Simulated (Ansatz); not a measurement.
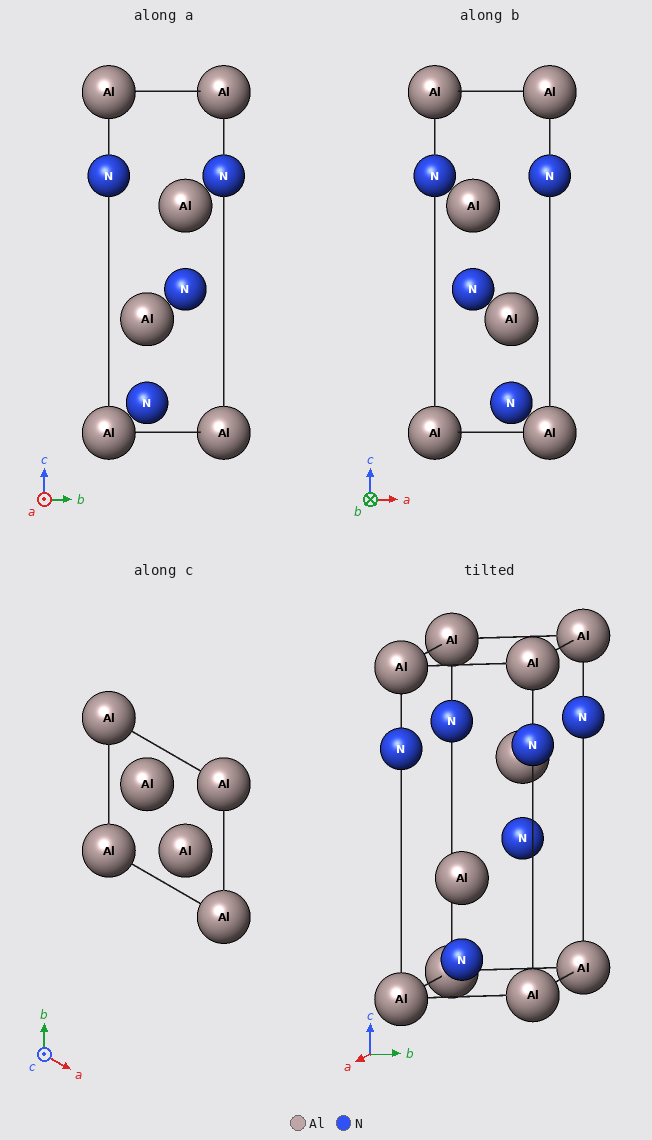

Spheres-only representation of a periodic structure, projected along the a axis, along the b axis, along the c axis and slightly off an axis. Lines trace the edges of the conventional unit cell.

Lattice parameters: a = 2.983 Å, b = 2.983 Å, c = 7.659 Å, α = 90.00°, β = 90.00°, γ = 120.00°.

Q: Express the structure as a table of Wyckoff sites, with free fractional coordinates to two decimals.

A: Space group R3m:H (No. 160).
| atom | site | x | y | z |
| --- | --- | --- | --- | --- |
| Al | 3a | 0.6667 | 0.3333 | 0.33 |
| N | 3a | 0.6667 | 0.3333 | 0.09 |

The structure comes from a structure type filled with these elements by a generator (whether the compound takes this form wasn't checked). The cell was then strained or its atoms displaced on purpose. It was run through Ansatz as a DFT input.

At this level of theory the cell isn't at rest (compressed, at 13 GPa), so its distances can differ from those at equilibrium, the more so the softer the solid.
